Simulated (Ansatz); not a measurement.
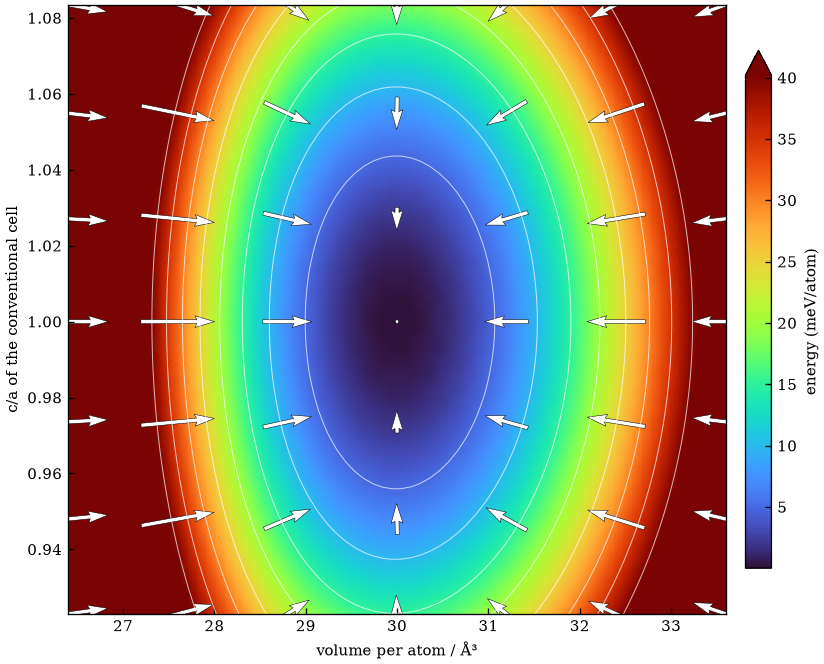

Energy landscape of GaSb (F-43m, No. 216; 2 atoms in the cell). The energy is mapped over volume and the cell's shape. Coordinates scanned: (1) volume per atom; (2) c/a of the conventional cell. Nothing is relaxed (symmetry fixes all fractional coordinates). Grid: 7 × 7 points. Points are written as (first, second). Energies: meV/atom, counted from the lowest grid point. The lowest point has no gap; 22 points of the grid have one on the k-mesh. These are results of DFT PBE, scalar-relativistic, plane waves, PAW (Ansatz 0.2.0), not measurements. Settings: cutoff 420 eV, k-mesh 14×14×14, gaussian smearing 0.15 eV, no spin polarisation.

In the figure: a smooth colour map with a few white contour lines, arrows along the force (downhill), their lengths compressed, one colour for all values above the top of the scale. Between grid points the surface is interpolated. 

**What does the map say about the system?**

The lowest grid point is at (30.0 Å³, 1.000). It is the only kind of minimum in the scanned range. The highest grid point, (26.4 Å³, 1.083), lies 94 meV/atom above the lowest. Round the minimum the two coordinates are nearly uncoupled.

The whole map (49 points run) took 8.7 min on 1 thread of Intel(R) Xeon(R) 6975P-C (Granite Rapids) (shared host).

PAW datasets: the set soft_1.
